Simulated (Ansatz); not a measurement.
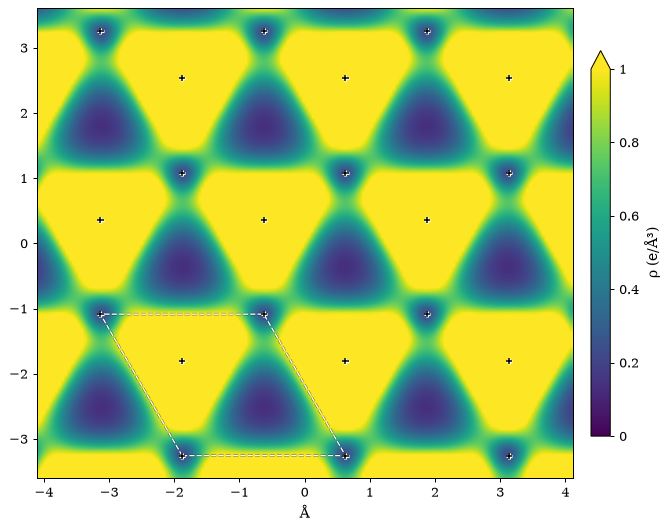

The valence electron density on a plane through atoms (crosses mark nuclei in the plane).

Theory: Ansatz 0.2.0, DFT PBE+D3(BJ), scalar-relativistic, plane waves, PAW.

Candidates:
A. Na, a = 4.08 Å, b = 4.08 Å, c = 4.08 Å, α = 90.00°, β = 90.00°, γ = 90.00°. Space group Im-3m; computed without spin polarisation.
B. SnS₂ (slab), a = 7.34 Å, b = 7.34 Å, c = 18.96 Å, α = 90.00°, β = 90.00°, γ = 120.00°. 
C. BN, a = 2.51 Å, b = 2.51 Å, c = 6.62 Å, α = 90.00°, β = 90.00°, γ = 120.00°. Space group P6₃/mmc.

Which system is this?

Candidate C: BN on the (001) plane of the conventional cell, which holds B and N. B–N (1.45 Å): ρ is about 1.8 e/Å³ halfway.
